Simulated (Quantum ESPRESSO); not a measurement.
# Band-structure run, with input and output: AlPt (part 2 of 2)

Continued. System: AlPt (Pm-3m, 2 atoms in the cell). Method: Kohn-Sham DFT of a periodic cell, PBEsol, PseudoDojo 0.4.1 SR PBEsol standard, no spin polarisation (Quantum ESPRESSO 7.5); cutoff 1142.88 eV, 9×9×9 k-mesh, fermi-dirac of 0.05 eV. The structure derives from a Materials Project entry.

Geometry of the input (Å; fractional positions):
```
3.0915  0.0000  0.0000
0.0000  3.0915  0.0000
0.0000  0.0000  3.0915
Pt 0.5000  0.5000  0.5000
Al 0.0000  0.0000  0.0000
```

### The program's output, continued
```
     total energy              =    -265.88945005 Ry
     estimated scf accuracy    <          1.8E-09 Ry

     iteration #  8     ecut=    84.00 Ry     beta= 0.50
     Davidson diagonalization with overlap
     ethr =  8.67E-12,  avg # of iterations =  3.5

     End of self-consistent calculation

          k = 0.0000 0.0000 0.0000 (  2553 PWs)   bands (ev):

   -82.1589 -36.2600 -36.2600 -36.2600   5.3084  11.2852  11.2852  14.2492
    14.2492  14.2492  20.7220  20.7220  20.7220  25.9079  25.9079  26.4113
    34.5712

          k = 0.0000 0.0000 0.1111 (  2581 PWs)   bands (ev):

   -82.1586 -36.2689 -36.2592 -36.2592   5.5339  11.3474  11.3612  14.0363
    14.0363  14.2714  19.5188  21.1249  21.1249  25.4968  26.2046  27.7738
    33.4730

          k = 0.0000 0.0000 0.2222 (  2589 PWs)   bands (ev):

   -82.1580 -36.2914 -36.2575 -36.2575   6.1887  11.4510  11.5118  13.5684
    13.5684  14.3282  17.6326  22.1621  22.1621  24.5688  26.4722  30.7194
    31.3774

          k = 0.0000 0.0000 0.3333 (  2605 PWs)   bands (ev):

   -82.1573 -36.3170 -36.2554 -36.2554   7.2045  11.1262  11.7118  13.1206
    13.1206  14.3940  16.3713  23.5532  23.5532  23.6418  26.8719  29.2768
    29.2768

          k = 0.0000 0.0000 0.4444 (  2593 PWs)   bands (ev):

   -82.1568 -36.3336 -36.2541 -36.2541   8.4017  10.1783  11.8511  12.8617
    12.8617  14.4377  15.9807  23.0843  25.0374  25.0374  27.4198  27.4504
    27.4504

          k = 0.0000 0.1111 0.1111 (  2594 PWs)   bands (ev):

   -82.1584 -36.2683 -36.2680 -36.2585   5.7571  11.4086  11.4471  13.7969
    14.0121  14.1146  19.8611  19.9019  21.5190  25.5240  27.0674  28.2312
    32.3034

          k = 0.0000 0.1111 0.2222 (  2598 PWs)   bands (ev):

   -82.1578 -36.2906 -36.2663 -36.2567   6.4041  11.5000  11.6210  13.3152
    13.5934  14.1405  17.9536  20.7681  22.5370  24.8837  27.6412  30.2186
    30.7940

          k = 0.0000 0.1111 0.3333 (  2600 PWs)   bands (ev):

   -82.1570 -36.3161 -36.2642 -36.2547   7.4059  11.1395  11.8114  13.0194
    13.1552  14.2119  16.5593  21.8680  23.9071  24.1159  28.0062  28.2824
    29.1837

          k = 0.0000 0.1111 0.4444 (  2596 PWs)   bands (ev):

   -82.1566 -36.3327 -36.2628 -36.2534   8.6065  10.1548  11.9621  12.8998
    12.9149  14.2604  16.0083  22.7641  23.8079  25.4300  26.3122  27.3547
    28.9773

          k = 0.0000 0.2222 0.2222 (  2610 PWs)   bands (ev):

   -82.1571 -36.2891 -36.2882 -36.2550   7.0222  11.4811  11.9298  12.8804
    13.5914  13.7854  18.3873  19.0802  23.4948  24.6203  28.5584  29.6287
    30.3895

          k = 0.0000 0.2222 0.3333 (  2612 PWs)   bands (ev):

   -82.1564 -36.3140 -36.2864 -36.2529   7.9599  11.0583  12.1680  12.8810
    13.2431  13.7977  16.9590  19.8842  23.7566  24.7253  27.0796  28.9934
    30.4769

          k = 0.0000 0.2222 0.4444 (  2592 PWs)   bands (ev):

   -82.1560 -36.3304 -36.2849 -36.2516   9.0772  10.1818  12.2990  12.9990
    13.0879  13.8524  16.0650  21.0587  22.5562  25.9446  26.1196  27.6957
    30.9438

          k = 0.0000 0.3333 0.3333 (  2606 PWs)   bands (ev):

   -82.1557 -36.3119 -36.3112 -36.2509   8.7026  10.8352  12.6977  12.9127
    13.3030  13.4298  16.9015  18.8007  22.5523  25.4312  27.0403  29.0282
    30.4062

          k = 0.0000 0.3333 0.4444 (  2596 PWs)   bands (ev):

   -82.1552 -36.3279 -36.3099 -36.2495   9.3114  10.6167  12.8601  13.1164
    13.3476  13.4433  16.0432  19.1984  21.3109  25.6761  27.0282  29.3350
    30.0478

          k = 0.0000 0.4444 0.4444 (  2602 PWs)   bands (ev):

   -82.1548 -36.3262 -36.3261 -36.2482   9.2867  11.1533  13.1891  13.2073
    13.5489  13.5615  15.7084  18.1271  20.4666  25.3768  28.2143  29.1642
    30.7272

          k = 0.1111 0.1111 0.1111 (  2593 PWs)   bands (ev):

   -82.1581 -36.2678 -36.2672 -36.2672   5.9778  11.5060  11.5060  13.7274
    13.8809  13.8809  20.1386  20.2809  20.2809  26.7116  26.7116  28.7887
    31.8260

          k = 0.1111 0.1111 0.2222 (  2600 PWs)   bands (ev):

   -82.1575 -36.2899 -36.2657 -36.2654   6.6164  11.6245  11.6647  13.3229
    13.3700  13.9267  18.2779  20.9873  21.1955  25.8992  27.8720  29.6344
    30.8851

          k = 0.1111 0.1111 0.3333 (  2600 PWs)   bands (ev):

   -82.1568 -36.3153 -36.2636 -36.2633   7.6024  11.2037  11.8738  12.8665
    13.2349  14.0096  16.7749  22.0622  22.2198  25.1605  27.0626  29.0630
    29.4637

          k = 0.1111 0.1111 0.4444 (  2596 PWs)   bands (ev):

   -82.1563 -36.3318 -36.2622 -36.2620   8.7993  10.1838  12.0626  12.5290
    13.3654  14.0655  16.0532  22.8461  23.3488  24.9410  25.1743  28.3481
    29.2447

          k = 0.1111 0.2222 0.2222 (  2602 PWs)   bands (ev):

   -82.1569 -36.2883 -36.2874 -36.2637   7.2235  11.6428  11.9437  12.9276
    13.3514  13.5537  18.7928  19.3078  21.8852  25.8371  28.2774  28.9980
    29.9461

          k = 0.1111 0.2222 0.3333 (  2606 PWs)   bands (ev):

   -82.1562 -36.3131 -36.2856 -36.2616   8.1390  11.2140  12.1159  12.7428
    13.3259  13.5984  17.2495  20.1400  22.8102  24.5317  26.9801  28.9860
    30.2607

          k = 0.1111 0.2222 0.4444 (  2591 PWs)   bands (ev):

   -82.1557 -36.3296 -36.2841 -36.2603   9.2189  10.3333  12.2311  12.4803
    13.6391  13.8163  16.1590  21.3341  22.7412  23.8985  25.8935  28.3464
    30.4773

          k = 0.1111 0.3333 0.3333 (  2596 PWs)   bands (ev):

   -82.1555 -36.3110 -36.3104 -36.2595   8.8485  11.0223  12.3534  12.7552
    13.4109  13.5642  17.2914  18.9606  22.6907  23.6908  27.6092  28.9099
    28.9808

          k = 0.1111 0.3333 0.4444 (  2587 PWs)   bands (ev):

   -82.1550 -36.3270 -36.3091 -36.2582   9.4160  10.8346  12.2823  12.6853
    13.5691  14.1879  16.2248  19.4474  21.2560  24.2255  27.1217  28.0625
    30.4901

          k = 0.1111 0.4444 0.4444 (  2589 PWs)   bands (ev):

   -82.1545 -36.3254 -36.3253 -36.2568   9.3974  11.4150  12.3413  12.4409
    14.4050  14.4275  15.8968  18.2409  20.2631  24.4657  27.6780  28.0426
    30.7210

          k = 0.2222 0.2222 0.2222 (  2599 PWs)   bands (ev):

   -82.1563 -36.2867 -36.2855 -36.2855   7.7904  11.9437  11.9437  12.8874
    13.1222  13.1222  19.7707  19.7707  19.8931  26.3300  27.3270  27.3270
    31.0563

          k = 0.2222 0.2222 0.3333 (  2590 PWs)   bands (ev):

   -82.1556 -36.3110 -36.2840 -36.2833   8.6161  11.5339  11.8424  12.8583
    13.0828  13.5524  17.9093  20.5922  21.0021  24.5729  25.5263  28.1456
    31.0714

          k = 0.2222 0.2222 0.4444 (  2586 PWs)   bands (ev):

   -82.1551 -36.3274 -36.2825 -36.2819   9.5066  10.7548  11.7105  12.7980
    13.2344  14.4807  16.4078  21.4748  22.3342  23.0206  23.9097  28.3125
    31.1293

          k = 0.2222 0.3333 0.3333 (  2580 PWs)   bands (ev):

   -82.1548 -36.3089 -36.3084 -36.2814   9.2198  11.3481  11.7583  12.7763
    13.5973  13.7286  18.2565  19.2678  21.5172  23.0512  25.6508  26.8041
    31.2925

          k = 0.2222 0.3333 0.4444 (  2584 PWs)   bands (ev):

   -82.1544 -36.3249 -36.3071 -36.2800   9.6829  11.1608  11.5077  12.7756
    13.7547  14.9584  16.7389  19.8979  21.0083  22.9297  24.6219  26.9837
    30.6952

          k = 0.2222 0.4444 0.4444 (  2579 PWs)   bands (ev):

   -82.1539 -36.3233 -36.3232 -36.2786   9.6999  11.3523  11.4856  12.6394
    14.9799  15.4050  16.6659  18.5545  19.6261  23.3927  25.6458  26.1738
    28.8119

          k = 0.3333 0.3333 0.3333 (  2566 PWs)   bands (ev):

   -82.1541 -36.3068 -36.3061 -36.3061   9.6586  11.2558  11.2558  13.7031
    13.8495  13.8495  19.3960  19.5046  19.5046  22.9455  24.8329  24.8329
    29.9657

          k = 0.3333 0.3333 0.4444 (  2584 PWs)   bands (ev):

   -82.1537 -36.3225 -36.3050 -36.3046   9.9735  10.9789  11.0592  13.8929
    13.9174  15.4704  17.4582  19.3457  20.7822  22.3932  23.2023  25.4040
    28.2136

          k = 0.3333 0.4444 0.4444 (  2576 PWs)   bands (ev):

   -82.1532 -36.3209 -36.3209 -36.3033  10.0933  10.8268  10.8730  13.9974
    15.1702  16.2379  17.8449  18.4276  19.2726  22.8173  23.5909  24.3876
    26.0571

          k = 0.4444 0.4444 0.4444 (  2554 PWs)   bands (ev):

   -82.1528 -36.3194 -36.3193 -36.3193  10.3686  10.5549  10.5549  15.2344
    15.2344  17.2362  17.8155  18.8698  18.8698  22.1511  23.0810  23.0810
    24.0233

     the Fermi energy is    16.8237 ev

!    total energy              =    -265.88945006 Ry
     estimated scf accuracy    <          1.1E-10 Ry
     smearing contrib. (-TS)   =      -0.00051434 Ry
     internal energy E=F+TS    =    -265.88893572 Ry

     The total energy is F=E-TS. E is the sum of the following terms:
     one-electron contribution =     -99.68784304 Ry
     hartree contribution      =      59.91856769 Ry
     xc contribution           =     -49.57084032 Ry
     ewald contribution        =    -176.54882005 Ry

     convergence has been achieved in   8 iterations

     Forces acting on atoms (cartesian axes, Ry/au):

     atom    1 type  1   force =     0.00000000    0.00000000    0.00000000
     atom    2 type  2   force =     0.00000000    0.00000000    0.00000000

     Total force =     0.000000     Total SCF correction =     0.000000

     Computing stress (Cartesian axis) and pressure

          total   stress  (Ry/bohr**3)                   (kbar)     P=      -59.44
  -0.00040405   0.00000000   0.00000000          -59.44        0.00        0.00
   0.00000000  -0.00040405   0.00000000            0.00      -59.44        0.00
   0.00000000   0.00000000  -0.00040405            0.00        0.00      -59.44

=------------------------------------------------------------------------------=
   JOB DONE.
=------------------------------------------------------------------------------=
```

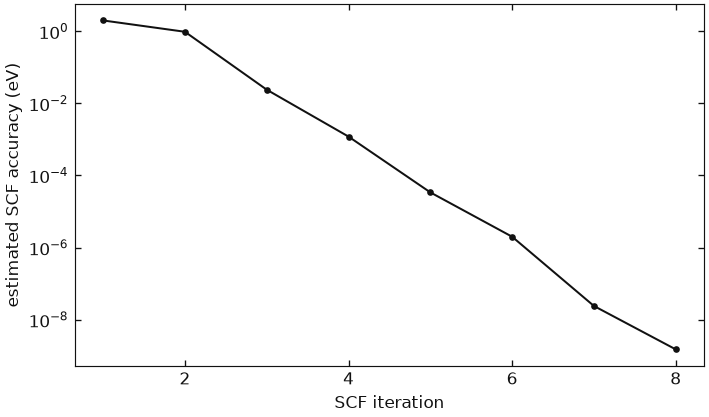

**Figure 1.** Convergence of the self-consistent field: estimated SCF accuracy against the iteration. The field takes 8 iterations in all.

### Summary

| quantity | value |
| --- | --- |
| outcome | converged |
| space group (tolerance 0.01 Å) | Pm-3m (221) |
| electrons treated | 21 |
| free energy | −3617.6103 eV |
| Fermi energy | 16.824 eV |
| gap on the k-point mesh | none (metallic) |
| pressure | −5.94 GPa |
| largest force (length of the vector) | under 0.001 eV/Å |
| wall time | 12 s (CPU time 23 s) |
| peak memory | 0.18 GiB |

Spin–orbit coupling is left out, which matters for Pt. The cell is under a tension of 5.9 GPa at this level, so it is not at its equilibrium volume.
